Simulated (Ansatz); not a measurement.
# RbBr: band-structure calculation

RbBr (2 atoms in the cell), computed with DFT, PBE, plane waves, PAW, no spin polarisation (Ansatz 0.2.0).

The structure was built on a prototype by a generator. The geometry comes from this level: r2SCAN (a point of a series of strains). It belongs to a series of runs on one base structure; here: hydrostatic strain -3.0%. Figures and captions count atoms from 1; the log counts them from 0 in places.

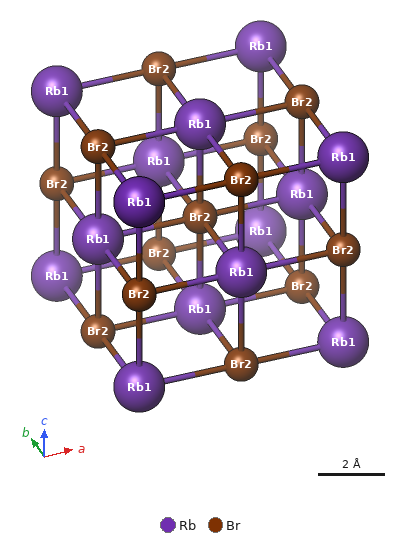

The structure as given in the input (ball-and-stick view of the cell 4 times as large as that of the calculation, set on its symmetry axes, seen at an oblique angle; atoms are numbered from 1 in the order of the input).

**Input file**
```yaml
crystal:
  lattice:
    - [0.0, 3.3570011165, 3.3570011165]
    - [3.3570011165, 0.0, 3.3570011165]
    - [3.3570011165, 3.3570011165, 0.0]
  atoms:
    - { symbol: Rb, position: [0.0, 0.0, 0.0] }
    - { symbol: Br, position: [0.5, 0.5, 0.5] }
kpoints:
  mp_grid: { grid: [6, 6, 6] }
  band_path:
    path:
      - [0.0, 0.0, 0.0]
      - [0.5, 0.0, 0.5]
      - [0.625, 0.25, 0.625]
      - [0.375, 0.375, 0.75]
      - [0.5, 0.5, 0.5]
      - [0.5, 0.25, 0.75]
    npoints: 1
hamiltonian:
  xc: pbe
scf:
  occupations: { method: fermi_dirac, width: 0.02 }
  n_extra_bands: 4
output:
  forces: true
  stress: true
  eigenvalues: true
  write_density: true
  write_potential: true
  elf: true
  volumetric_format: npy
```

Launched with:
```bash
ansatz run input.yaml --threads 2 --pin off --max-ram 2211MiB --backend cpu --events-out ev --progress --plain --runs-dir out
```

**What the program printed**
```
scf.n_extra_bands = 4 over 8 filled bands (N_el = 16.0): the run solves 12 bands
Engine: ansatz 0.2.0, aarch64-unknown-linux-gnu
Pseudopotentials: kind: paw
Pseudopotential: Rb, paw, valence charge 9, recommended cutoff 420 eV (normal), Rb.paw.azcp
Pseudopotential: Br, paw, valence charge 7, recommended cutoff 420 eV (normal), Br.paw.azcp
Functional definition: PBE
  parameter kappa = 0.804
  parameter beta = 0.06672455060314922
  exchange = pbe_x(kappa = kappa, mu = beta*pi^2/3)
  correlation = pbe_c(beta = beta)
Crystal: 2 atoms, lattice volume = 75.663 Å³
Basis set: ecut = 420 eV, 1459 PW (Γ), exchange–correlation on 64×64×64 points (8 copies of the dense FFT grid, shifted against one another)
Bands: 12, of which v1, the nominal top of the filled ones, is band 8 counted from 1 (7 counted from 0)
Symmetry: 48 space group operations
Space group: Fm-3m (ITA 225), of the structure as read, at distance tolerance 4.2e-5 Å
k-points: 16 of 216
Non-local potential: Rb, projectors of the file, l = 0: 3, l = 1: 2, l = 2: 2
Non-local potential: Br, projectors of the file, l = 0: 2, l = 1: 2, l = 2: 2
PAW form: soft (Blöchl's): semilocal exchange-correlation on the pseudo side does not see the compensation charge
PAW one-centre angular grid: Rb, 110 points (default); XC on 64 Gauss nodes
PAW one-centre angular grid: Br, 110 points (default); XC on 64 Gauss nodes
Initial density: superposition of atomic densities (neutral atoms: chi_scale 0, normalization atom), corrected by the library's trained network
Initial wavefunctions: pseudopotential atomic-orbital guess
Functional: x = pbe(κ = 0.804, μ = 0.2195149727645171), c = pbe(β = 0.06672455060314922)
SCF iter   1: F=—  HF=-6054.005979 eV  |F-HF|=—  |Δ(HF+E_count)|=         —  Δρ=1.96e-4  dr2=2.67e-5  ethr=1.77e-3  ⟨swp⟩=8.4  Hψ=1403  notcnv=0
preconditioner: auto → none  [insulator: Δε(μ)=4.521 eV  Ē_g=13.473 eV  σ=0.020 eV  W_gap=1.00  n_scr=14 (ndim 8)  ℏωp=16.0 eV  f_vac=0.065  D(μ)=0.00/eV (n_scr^D=0)  ε∞_Penn≈2.4]
SCF iter   2: F=—  HF=-6054.006236 eV  |F-HF|=—  |Δ(HF+E_count)|=   2.57e-4  Δρ=9.71e-5  dr2=7.20e-6  ethr=1.67e-7  ⟨swp⟩=3.6  Hψ=635  notcnv=0
SCF iter   3: F=—  HF=-6054.006258 eV  |F-HF|=—  |Δ(HF+E_count)|=   2.25e-5  Δρ=6.47e-5  dr2=4.86e-6  ethr=4.50e-8  ⟨swp⟩=2.0  Hψ=308  notcnv=0
SCF iter   4: F=—  HF=-6054.006257 eV  |F-HF|=—  |Δ(HF+E_count)|=   1.69e-6  Δρ=2.56e-5  dr2=6.10e-7  ethr=3.04e-8  ⟨swp⟩=2.0  Hψ=232  notcnv=0
iter 5 did not close the SCF: its close was put off for the readings that it lacked (scf_convergence_deferred on its scf_iter line)
SCF iter   5: F=-6054.006257 eV  HF=-6054.006257 eV  |F-HF|=3.55e-8  |Δ(HF+E_count)|=   4.36e-8  Δρ=7.77e-6  dr2=5.27e-8  ethr=3.81e-9  ⟨swp⟩=2.0  Hψ=240  notcnv=0
SCF iter   6: F=-6054.006257 eV  HF=-6054.006257 eV  |F-HF|=3.10e-9  |Δ(HF+E_count)|=   9.44e-9  Δρ=2.50e-6  dr2=4.61e-9  ethr=3.29e-10  ⟨swp⟩=6.9  Hψ=1214  notcnv=0
SCF 1 converged in 6 iterations: F = -6054.006257 eV  dr2 = 4.61e-9
  greatest PAW one-centre occupation: 0.973 electrons in one spin orbital (limit 2), on the Rb atom at site 0 (counted from 0), in its partial waves of l = 0
```

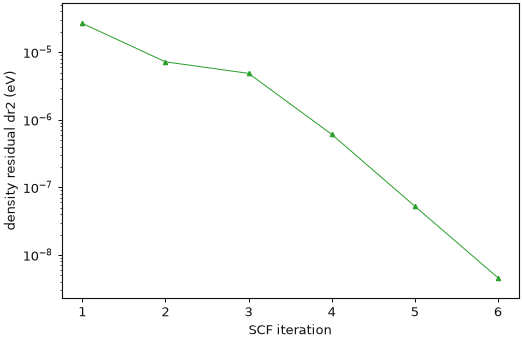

Convergence of the self-consistent field: density residual dr2 against the SCF iteration. The residual falls at every step.

```
NSCF: frozen V_eff on 6 k-points
SCF converged after 6 iterations
Free energy (F): -6054.006257 eV
Harris-Foulkes:  -6054.006257 eV  (|F-HF|=3.10e-9)
Internal energy: -6054.006257 eV  (E = F + TS)
E sigma→0 (E₀):  -6054.006257 eV
Fermi energy:    3.934058 eV
--- Per-component energies (eV) ---
  E_band       = -99.649124
  E_kinetic    = 328.259930
  E_local      = -775.898109  (includes V_loc(G=0)·N_el)
  E_nonlocal   = 243.613759
  E_hartree    = 197.732911
  E_xc         = -396.718801
  E_vxc        = -242.564533  (∫ρ·V_xc dr)
  E_paw        = -4864.593678  (= ΣΔE_a)
  E_vpaw       = -48.525252  (= ΣTr[D̂ρ^β])
  E_aug_tail   = -0.000001  (compensation charges beyond the density's cutoff)
  E_ewald      = -786.402268
  E_smearing   = -0.000000  (= −TS)
  E_closure    = -0.000000  (closes the sum)
  Σ components = -6054.006257   (vs F -6054.006257, Δ=0.00e0)
--- Forces (eV/Å), atoms counted from 1 ---
  atom   1  Rb    -0.00000000     0.00000000    -0.00000000
  atom   2  Br     0.00000000    -0.00000000    -0.00000000
  max |Σ_I F_I| component: 1.48e-29 eV/Å
--- Stress (GPa, compression-positive) ---
        2.188119       0.000000       0.000000
       -0.000000       2.188119      -0.000000
        0.000000       0.000000       2.188119
  P = ⅓ Tr σ = 2.1881 GPa (21.881 kbar)
--- Band table (eV; the first three rows and the last of 16) ---
  k-point 0: bands = ["-22.6350", "-10.5888", "-6.7147", "-6.7147", "-6.7147", "1.6565", "1.6565", "1.6565", "6.1852", "8.9485", "8.9485", "8.9485"]
  k-point 1: bands = ["-22.6317", "-10.6041", "-6.7167", "-6.7167", "-6.6972", "1.3172", "1.5452", "1.5452", "6.8680", "8.8251", "9.2968", "9.2968"]
  k-point 2: bands = ["-22.6250", "-10.6345", "-6.7207", "-6.7207", "-6.6626", "0.7828", "1.3388", "1.3388", "8.1239", "9.0843", "10.2700", "10.2700"]
  k-point 15: bands = ["-22.6179", "-10.5546", "-6.9126", "-6.8419", "-6.7171", "1.1940", "1.2282", "1.3853", "7.9567", "9.7881", "9.7960", "10.8541"]
```

**File bands.tsv**
```
# k_distance	band_0	band_1	band_2	band_3	band_4	band_5	band_6	band_7	band_8	band_9	band_10	band_11
# fermi_ev = 3.934058
# lock_threshold_ev = 1e-6
# [0, 0, 0] at k_distance = 0.000000
# [0.5, 0, 0.5] at k_distance = 0.935833
# [0.625, 0.25, 0.625] at k_distance = 1.266700
# [0.375, 0.375, 0.75] at k_distance = 1.839778
# [0.5, 0.5, 0.5] at k_distance = 2.412857
# [0.5, 0.25, 0.75] at k_distance = 3.074591
# levels_relative_to = fermi_ev
# free_energy_ev = -6054.006257
# largest_residual_norms_ev = 1.626e-3 1.609e-3 1.037e-3 1.569e-3 1.893e-3 2.432e-3 1.930e-3 2.144e-3 9.353e-4 2.042e-3 1.926e-3 1.544e-3
0.000000	-26.569046	-14.522818	-10.648757	-10.648757	-10.648757	-2.277534	-2.277534	-2.277534	2.251106	5.014479	5.014479	5.014479
0.935833	-26.552150	-14.461823	-10.881968	-10.740575	-10.740575	-2.760088	-2.436846	-2.436846	3.261886	5.100164	7.044837	7.247740
1.266700	-26.552316	-14.499258	-10.841630	-10.708961	-10.684265	-2.816870	-2.701574	-2.569585	4.066883	6.058644	6.166051	6.826328
1.839778	-26.552316	-14.499258	-10.841630	-10.708961	-10.684265	-2.816870	-2.701574	-2.569585	4.066883	6.058644	6.166050	6.826328
2.412857	-26.555785	-14.583555	-10.656697	-10.656697	-10.579416	-3.375520	-2.691626	-2.691626	4.695901	5.656958	7.397710	7.397710
3.074591	-26.551953	-14.497457	-10.811341	-10.811341	-10.621007	-2.835464	-2.636610	-2.636610	4.862288	4.862288	6.245180	6.601125
```

**File rho_z.tsv**
```
# z_ang	rho[e/angstrom^3]
# format = ansatz-planar-average/11
# lattice	0.000000000	3.357001117	3.357001117
# lattice	3.357001117	0.000000000	3.357001117
# lattice	3.357001117	3.357001117	0.000000000
# sites	2
# site	37	0.000000000	0.000000000	0.000000000
# site	35	3.357001117	3.357001117	3.357001117
0.000000	2.959978e-1
0.148360	2.944227e-1
0.296720	2.873030e-1
0.445080	2.701307e-1
0.593440	2.415860e-1
0.741799	2.062934e-1
0.890159	1.728542e-1
1.038519	1.495041e-1
1.186879	1.409035e-1
1.335239	1.472487e-1
1.483599	1.646730e-1
1.631959	1.863426e-1
1.780319	2.049707e-1
1.928679	2.162964e-1
2.077038	2.207273e-1
2.225398	2.214699e-1
2.373758	2.213837e-1
2.522118	2.214699e-1
2.670478	2.207273e-1
2.818838	2.162964e-1
2.967198	2.049707e-1
3.115558	1.863426e-1
3.263918	1.646730e-1
3.412277	1.472487e-1
3.560637	1.409035e-1
3.708997	1.495041e-1
3.857357	1.728542e-1
4.005717	2.062934e-1
4.154077	2.415860e-1
4.302437	2.701307e-1
4.450797	2.873030e-1
4.599157	2.944227e-1
```

**File v_z.tsv**
```
# z_ang	v_es[eV]	v_tot[eV]
# format = ansatz-planar-average/11
# xc	pbe
# density_cutoff_ev	1680
# datasets	Rb=:simpson_from_first_knot:soft	Br=:simpson_from_first_knot:soft
# lattice	0.000000000	3.357001117	3.357001117
# lattice	3.357001117	0.000000000	3.357001117
# lattice	3.357001117	3.357001117	0.000000000
# sites	2
# site	37	0.000000000	0.000000000	0.000000000
# site	35	3.357001117	3.357001117	3.357001117
0.000000	-4.445884e0	-1.225153e1
0.148360	-4.031971e0	-1.181652e1
0.296720	-2.869664e0	-1.058989e1
0.445080	-1.185715e0	-8.798578e0
0.593440	6.907930e-1	-6.783438e0
0.741799	2.414891e0	-4.924766e0
0.890159	3.732177e0	-3.507088e0
1.038519	4.560417e0	-2.611509e0
1.186879	4.955646e0	-2.195044e0
1.335239	4.884654e0	-2.313052e0
1.483599	4.268773e0	-3.032956e0
1.631959	3.212509e0	-4.254817e0
1.780319	1.995235e0	-5.728717e0
1.928679	8.868921e-1	-7.165773e0
2.077038	4.153942e-2	-8.335280e0
2.225398	-4.784399e-1	-9.087704e0
2.373758	-6.536394e-1	-9.346096e0
2.522118	-4.784399e-1	-9.087704e0
2.670478	4.153942e-2	-8.335280e0
2.818838	8.868921e-1	-7.165773e0
2.967198	1.995235e0	-5.728717e0
3.115558	3.212509e0	-4.254817e0
3.263918	4.268773e0	-3.032956e0
3.412277	4.884654e0	-2.313052e0
3.560637	4.955646e0	-2.195044e0
3.708997	4.560417e0	-2.611509e0
3.857357	3.732177e0	-3.507088e0
4.005717	2.414891e0	-4.924766e0
4.154077	6.907930e-1	-6.783438e0
4.302437	-1.185715e0	-8.798578e0
4.450797	-2.869664e0	-1.058989e1
4.599157	-4.031971e0	-1.181652e1
```

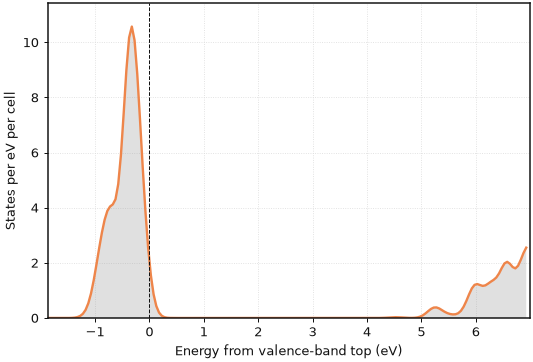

Density of states (the curve is built from the levels of the k mesh with Gaussians 0.3 eV wide, which also blur the band edges), with energies from the valence-band top. There is a gap of 4.53 eV on the k-point mesh. Small ripples come from the finite k-point mesh.

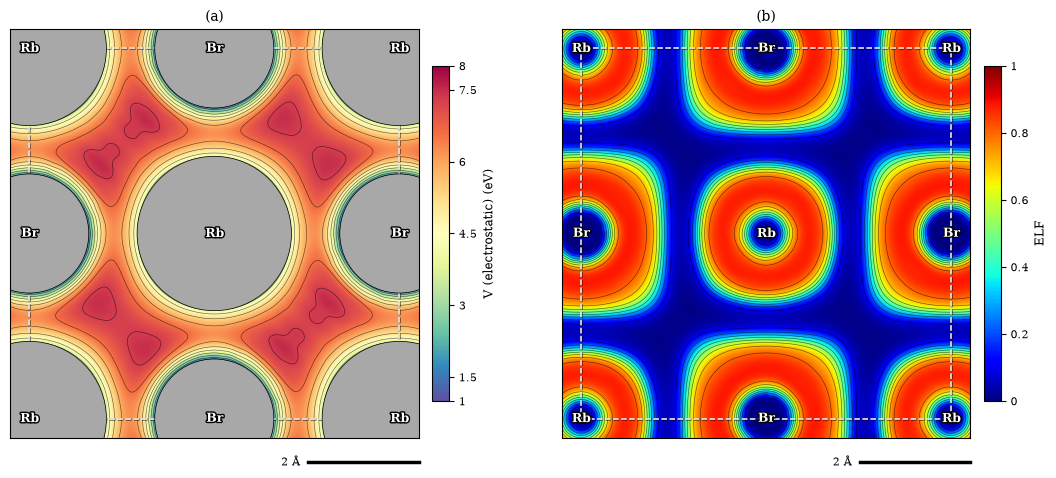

(a) electrostatic potential (local pseudopotential plus Hartree) felt by an electron; (b) ELF on the (001) plane of the conventional cell. Grey discs, where drawn, cover atomic cores. The section cuts through Rb and Br sites. The strong features right at Rb lie inside the PAW spheres (semicore, d or f shells) and say nothing about bonding. Outside the cores the potential energy rises away from the atoms and is highest about 1.8 Å from the nearest atoms; outside the discs it spans about 6 eV, and its zero is arbitrary. The fields are those of the smooth PAW valence density.

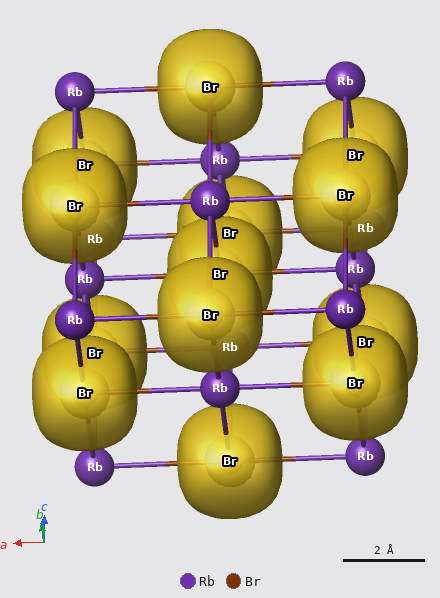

Isosurface of the electron localisation function at 0.7 (yellow), seen at an oblique angle. Core shells and regions of very low density are left out. Sticks mark near contacts. The outline is the cell set on symmetry axes. Along the contacts the grid gives the following. Rb–Br (3.36 Å): the ELF peaks at about 0.90 in the valence shell of Br, 0.9 Å from its nucleus, and drops to about 0.05 between the two atoms (ionic bonding with no shared pair).

**Summary**

- outcome: converged
- space group (tolerance 0.01 Å): Fm-3m (225)
- electrons treated: 16
- free energy: −6054.0063 eV
- Fermi energy: 3.934 eV
- gap on the k-point mesh: 4.53 eV
- pressure: 2.19 GPa
- largest force (length of the vector): under 0.001 eV/Å
- hardware: 2 threads of an Arm (aarch64) CPU, shared host
- wall time: 1.7 s (CPU time 2.8 s)
- peak memory: 0.31 GiB
